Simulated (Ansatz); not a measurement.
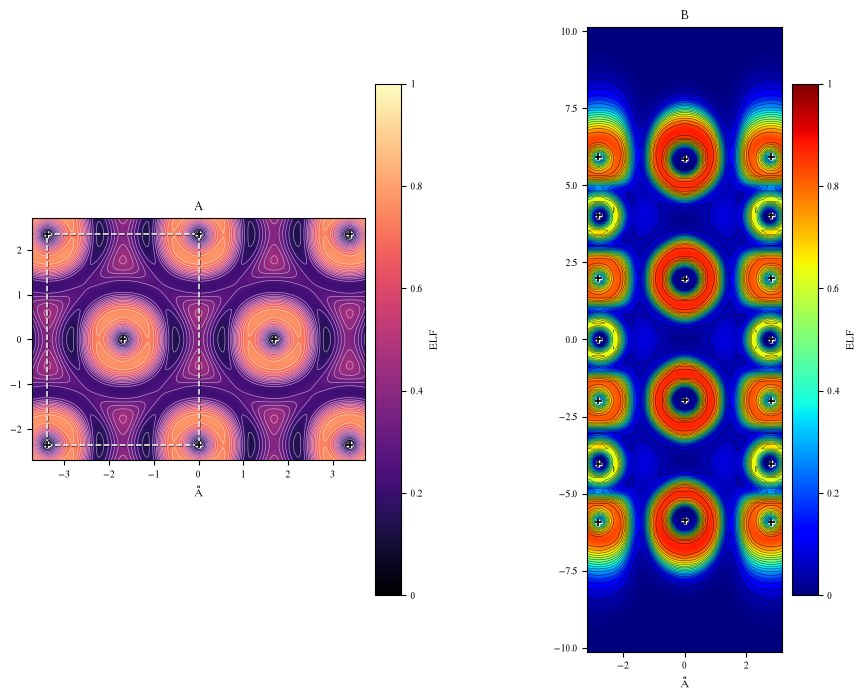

The ELF of 2 systems, each on a plane through atoms (crosses mark nuclei in the plane).

Level of theory: DFT PBEsol, scalar-relativistic, plane waves, PAW in Ansatz.

System 1: Ba₄Ti₃O₁₀ (slab), the (11̄0) plane of the calculation cell, a cut from vacuum to vacuum. Computed without spin polarisation.

System 2: Nb, the (11̄0) plane of the conventional cell. Space group I4/mmm; changed on purpose from its base cell (strain +0.000 along x and y, +0.015 along z, atoms carried along); computed pressure about −11 GPa in this cell; computed without spin polarisation.

```cif
data_structure
_symmetry_space_group_name_H-M 'P 1'
_symmetry_Int_Tables_number 1
_cell_length_a 3.3279
_cell_length_b 3.3279
_cell_length_c 3.3778
_cell_angle_alpha 90.000
_cell_angle_beta 90.000
_cell_angle_gamma 90.000
_cell_volume 37.41
loop_
_atom_site_label
_atom_site_type_symbol
_atom_site_fract_x
_atom_site_fract_y
_atom_site_fract_z
_atom_site_occupancy
Nb1 Nb 0.00000 0.00000 0.00000 1
Nb2 Nb 0.50000 0.50000 0.50000 1
```

> Which map belongs to which system?

Panel A is system 2, Nb: the plane holds Nb. Nb–Nb (2.90 Å): the ELF is about 0.25 at the midpoint (no shared electron pair shows on this line). Panel B is system 1, Ba₄Ti₃O₁₀: the plane holds Ba, O and Ti. Ti–O (1.89 Å): the ELF peaks at about 0.80 in the valence shell of O, 0.6 Å from its nucleus, and is about 0.25 at the midpoint: no localised pair shows between them.
